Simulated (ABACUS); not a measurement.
Sr

Input

```
INPUT_PARAMETERS
suffix              Sr
calculation         scf
basis_type          lcao
pseudo_dir          ./
orbital_dir         ./
symmetry            1
dft_functional      pbe
ecutwfc             100
pseudo_rcut         10
nspin               1
nbands              9
ks_solver           genelpa
smearing_method     fd
smearing_sigma      0.00367493
scf_thr             1e-07
scf_nmax            100
mixing_type         broyden
mixing_beta         0.7
cal_force           1
cal_stress          1
out_mul             1
out_chg             1
out_pot             2
out_elf             1
```

Launched as:

```sh
OMP_NUM_THREADS=1 mpirun -np 4 abacus > log
```

Below, planes, directions and counts refer to the conventional cell (a = 4.23 Å, b = 4.25 Å, c = 4.30 Å, α = 119.62°, β = 91.03°, γ = 117.78°).

Space group P-1; changed on purpose from its base cell (cell strained at random at fixed volume).

Theory: ABACUS, Kohn-Sham DFT of a periodic cell, PBE, PseudoDojo NC SR 0.4.1 PBE standard.

Q: Predict the valence pseudo-density and electron localisation function between the atoms.

A: Sr–Sr (4.25 Å): ρ is about 0.04 e/Å³ halfway; the ELF is about 0.30 at the midpoint; no localised pair shows between them.

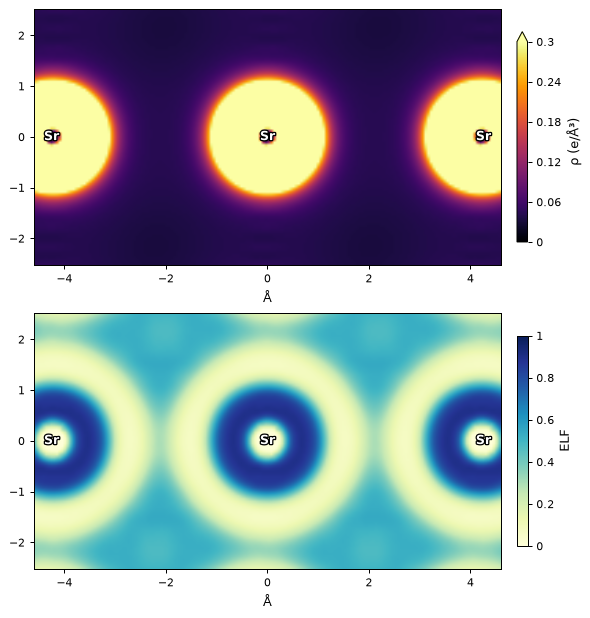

Computed valence pseudo-density and electron localisation function on the (101̄) plane of the conventional cell, in this order. 

The density is the valence pseudo-density of a pseudopotential calculation; it isn't the true density close to the nuclei.
